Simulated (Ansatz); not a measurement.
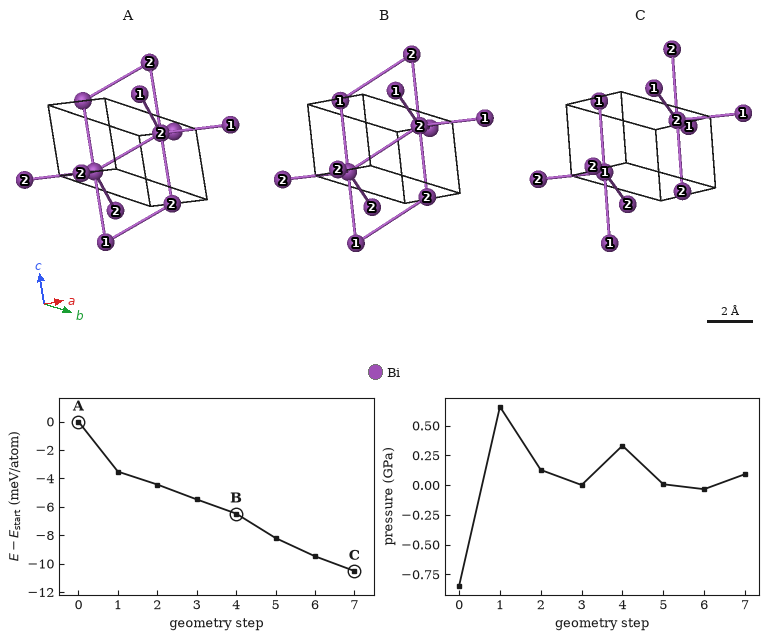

Frames of a relaxation of crystalline Bi (set up in C2/m), marked on the history of the run. The picture is a ball-and-stick view of the cell of the calculation, seen from a free direction.

Theory: DFT r2SCAN, scalar-relativistic, plane waves, PAW in Ansatz. Set-up: plane-wave cutoff 500 eV; k-point mesh 10 × 10 × 14; occupations gaussian; smearing width 0.1 eV; no spin polarisation; cell and atoms relaxed; force threshold 0.005 eV/Å; at most 80 steps.

Q: What happens along the run?

A: The run was cut off at its time limit before the relaxation converged, so the last structure is only a point on the way. The largest moves relative to the cell, 0.18 Å, are those of Bi1 and Bi2. Bi1 goes roughly along [−1 −1 −3]. The drawn cell changes as follows: a = b 4.689 → 4.623 Å (−1.4 %), c 3.359 → 3.327 Å (−1.0 %), α 106.2° → 99.3°, β 106.2° → 99.3°, γ 83.8° → 87.0°; the volume changes by +1.7 %. Some distances before and after: Bi1–Bi2 3.446 → 3.997 Å, Bi1–Bi2 (another image) 3.212 → 3.044 Å, Bi1–Bi1 3.359 → 3.327 Å, Bi1–Bi2 (another image) 3.281 → 3.254 Å. Among the angles between lasting bonds that change: Bi2–Bi1–Bi2 145.4° → 155.7°, Bi1–Bi1–Bi2 72.7° → 78.6°, Bi1–Bi1–Bi2 107.3° → 101.4°. The space group stays C2/m (No. 12). Over 7 geometry steps the energy falls by 10.5 meV per atom. The largest force component goes from 0.11 to 0.015 eV/Å. The pressure goes from −0.85 to 0.09 GPa. The run took about 15 core-minutes on a shared host. From step 0 to 4: Bi atoms move most (0.12 Å), volume +0.8 %, energy −6.5 meV per atom. From step 4 to 7: Bi atoms move most (0.07 Å), volume +0.9 %, energy −4.0 meV per atom.

```
step  E − E(0), meV/atom  largest force component, eV/Å  pressure, GPa  volume, Å³/atom
   0                0.00                         0.1109          -0.85           34.026
   1               -3.52                         0.0164           0.66           33.218
   2               -4.42                         0.0256           0.13           33.557
   3               -5.47                         0.0153           0.00           33.767
   4               -6.47                         0.1306           0.33           34.286
   5               -8.19                         0.0344           0.01           34.409
   6               -9.47                         0.0573          -0.03           34.450
   7              -10.51                         0.0155           0.09           34.604
```
